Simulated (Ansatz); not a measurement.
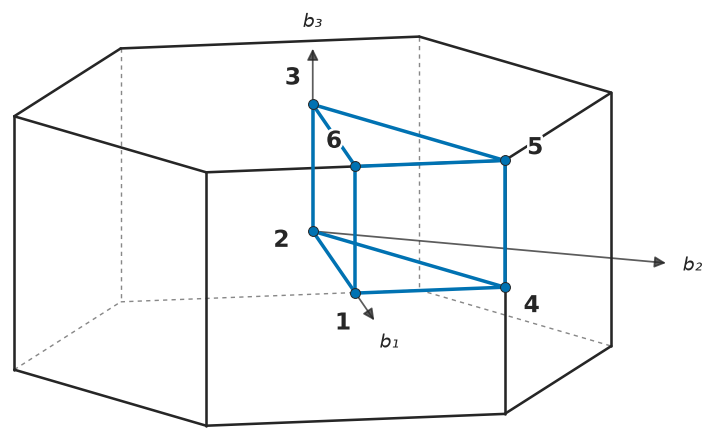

Crystal: Pt, the input geometry of an electronic-structure calculation (not necessarily at equilibrium); the starting structure was generated, so it need not be a known form of this composition. The first Brillouin zone of a primitive hexagonal lattice (hP; extended symbol hP2) is drawn with its special points numbered. All values are computed from the atomic coordinates in the standard setting (tolerance 0.002 Å).

a = 2.726 Å, b = 2.726 Å, c = 4.741 Å, α = 90.00°, β = 90.00°, γ = 120.00°.

Labels and path follow the convention of Hinuma et al. (2017), as computed by seekpath; the arrows show the directions of the reciprocal primitive vectors b₁, b₂, b₃, in which coordinates are given.

### Give the label and coordinates of each numbered point.

```csv
no.,label,coordinates
1,M,"(1/2, 0, 0)"
2,Γ,"(0, 0, 0)"
3,A,"(0, 0, 1/2)"
4,K,"(1/3, 1/3, 0)"
5,H,"(1/3, 1/3, 1/2)"
6,L,"(1/2, 0, 1/2)"
```
